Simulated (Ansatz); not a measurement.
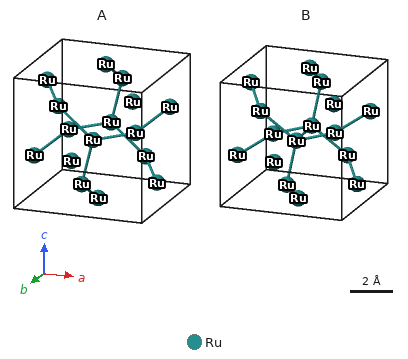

Two geometries of crystalline Ru (built on the Si_206 type) (coarse preliminary run), drawn at one scale. One is the start of a relaxation, the other its converged end. The picture is a ball-and-stick view of the conventional cell (2 times the calculation's cell), seen from a free direction. Lengths and directions refer to the drawn axes.

Computed with DFT PBE, scalar-relativistic, plane waves, PAW in Ansatz. (plane-wave cutoff 420 eV; k-point mesh 4 × 4 × 4; occupations gaussian; smearing width 0.1 eV; no spin polarisation; cell and atoms relaxed; force threshold 0.04 eV/Å; at most 70 steps)

Q: Which one is relaxed?

A: Structure A is the relaxed one. Case: Si type (Ia-3, No. 206). The largest moves relative to the cell, 0.14 Å, are those of Ru atoms. The drawn cell changes as follows: a = b = c 6.211 → 6.542 Å (+5.3 %); the volume changes by +16.9 %. Among the contacts that change: Ru–Ru 2.216 → 2.610 Å, Ru–Ru 2.230 → 2.320 Å. The space group stays Ia-3 (No. 206). Over 5 accepted moves (6 points after the start) the energy falls by 3.897 eV per cell of the calculation. Largest force component: 1.4 eV/Å at the start, 0.001 eV/Å at the end. Pressure: 56.02 GPa at the start and 0.40 GPa at the end. At 1 point the geometry stayed and the basis and grid were re-selected for the new cell (energy shift of 11.3 meV per cell of the calculation at most each time). The run took roughly 30 core-seconds on a shared host.
